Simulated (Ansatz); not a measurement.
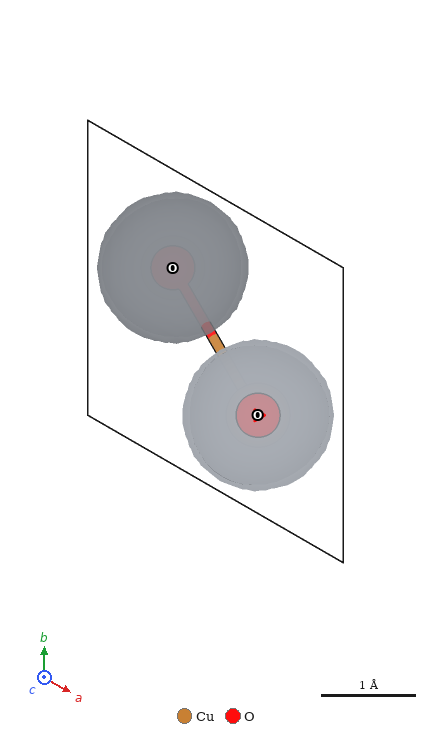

Figure 1: CuO. Isosurface of the valence pseudo-density at 1 e/Å³ (grey), seen along the c axis. Sticks mark near contacts.

Space group P6₃mc; computed without spin polarisation.

The calculation used Ansatz, DFT, PBE, PAW with Ansatz's default frozen-core files, scalar-relativistic.

The density is the valence pseudo-density of a PAW calculation; it isn't the true density close to the nuclei.

```yaml
crystal:
  lattice:
    - [3.14794, 0.00000, 0.00000]
    - [-1.57397, 2.72620, 0.00000]
    - [0.00000, 0.00000, 5.38604]
  atoms:
    - { symbol: Cu, position: [0.33333, 0.66667, 0.00882] }
    - { symbol: Cu, position: [0.66667, 0.33333, 0.50882] }
    - { symbol: O, position: [0.33333, 0.66667, 0.36718] }
    - { symbol: O, position: [0.66667, 0.33333, 0.86718] }
```

**What does this surface tell about the bonding?**

At this value the density breaks into separate islands; it holds about 80 % of the electrons treated as valence (semicore included). It bridges none of the near contacts. It is pinched off along the shortest Cu–O (1.93 Å) and Cu–O (1.97 Å) contacts. On the grid the lowest density along these lines, outside the cores, is 0.67 e/Å³ (Cu–O, 1.93 Å) and 0.61 e/Å³ (Cu–O, 1.97 Å).
